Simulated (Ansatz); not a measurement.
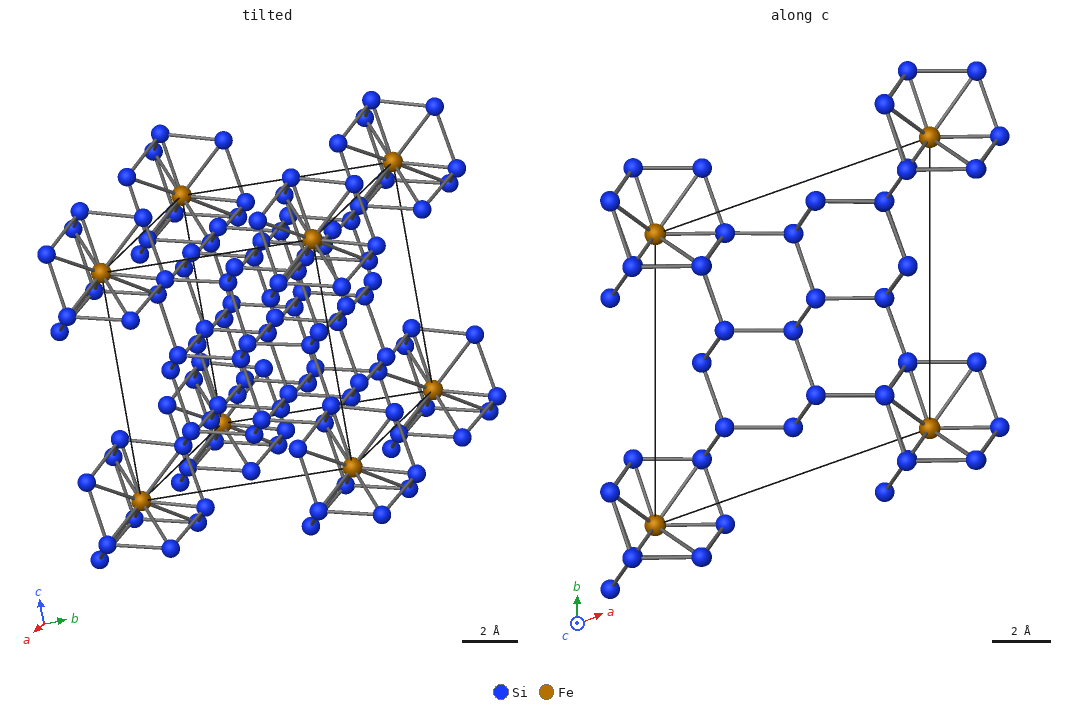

Ball-and-stick drawing of the structure, looking slightly off an axis and along the c axis. Thin lines show the simulation cell, with boundary atoms drawn in all their periodic places. Some neighbours outside the box are added. Cell: a = 11.604 Å, b = 11.604 Å, c = 11.604 Å, α = 60.00°, β = 60.00°, γ = 60.00°.

- Chemical formula FeSi₅₄.
- Cell content 1 Fe, 54 Si; Z = 1.
- Each Fe has ten Si at about 2.4 to 2.8 Å.
- The bonds build a three-dimensional framework.

Origin of the cell: a structure listed in the Materials Project, repeated into a supercell with a point defect put in. The cell was then strained or its atoms displaced on purpose. It was run through Ansatz as a DFT input.
